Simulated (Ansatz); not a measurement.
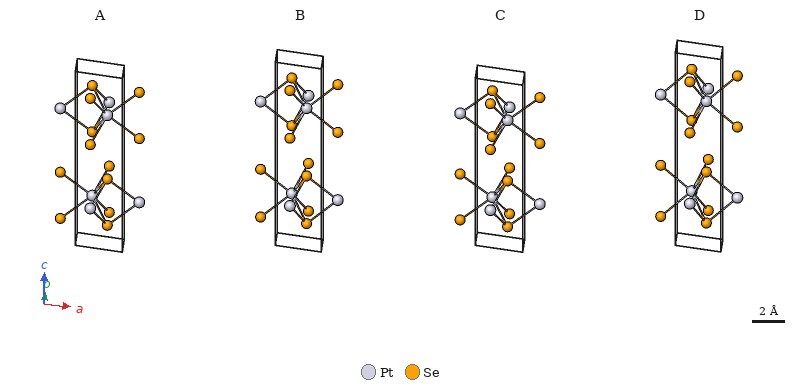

4 geometries from one relaxation of solid PtSe$_{2}$ (built on the 2H (MoS2) bulk type), in shuffled order. The picture is a ball-and-stick view of the cell of the calculation, seen from a free direction.

Theory: DFT, PBE-D3(BJ), plane waves, PAW in Ansatz 0.2.0. (plane-wave cutoff 420 eV; k-point mesh 12 × 12 × 2; occupations fermi dirac; smearing width 0.02 eV; no spin polarisation; cell and atoms relaxed; force threshold 0.005 eV/Å)

Question: Put them in the order of the run, from the start to the converged end.

Answer: D, B, A, C. They are steps 0, 1, 2, 6, at +93.7 meV per atom, +43.7 meV per atom, +8.7 meV per atom relative to the last. Over 5 accepted moves (6 points after the start) the energy falls by 93.7 meV per atom. The largest force component goes from 0.62 to 0.0031 eV/Å. The pressure goes from −4.39 to −0.02 GPa. At 1 point the geometry stayed and the basis and grid were re-selected for the new cell (energy shift of 0.3 meV per atom at most each time). The largest moves relative to the cell, 0.050 Å, are those of Se atoms. Pt stays in place. The drawn cell changes as follows: a = b 3.446 → 3.581 Å (+3.9 %), c 12.669 → 10.995 Å (−13.2 %); the volume changes by −6.2 %. Among the contacts that change: Se–Se 3.575 → 3.228 Å, Se–Se 3.364 → 3.019 Å, Pt–Se 2.605 → 2.560 Å. Bond angles that change, for instance: Se–Pt–Se 80.4° → 72.3°, Pt–Se–Pt 82.8° → 88.8°, Se–Pt–Se 82.8° → 88.8°. The space group stays P6_3/mmc (No. 194). Cost: 30 s on 2 threads of AMD EPYC 7R13 Processor (Zen 3), on a shared host, peak memory 0.79 GiB.
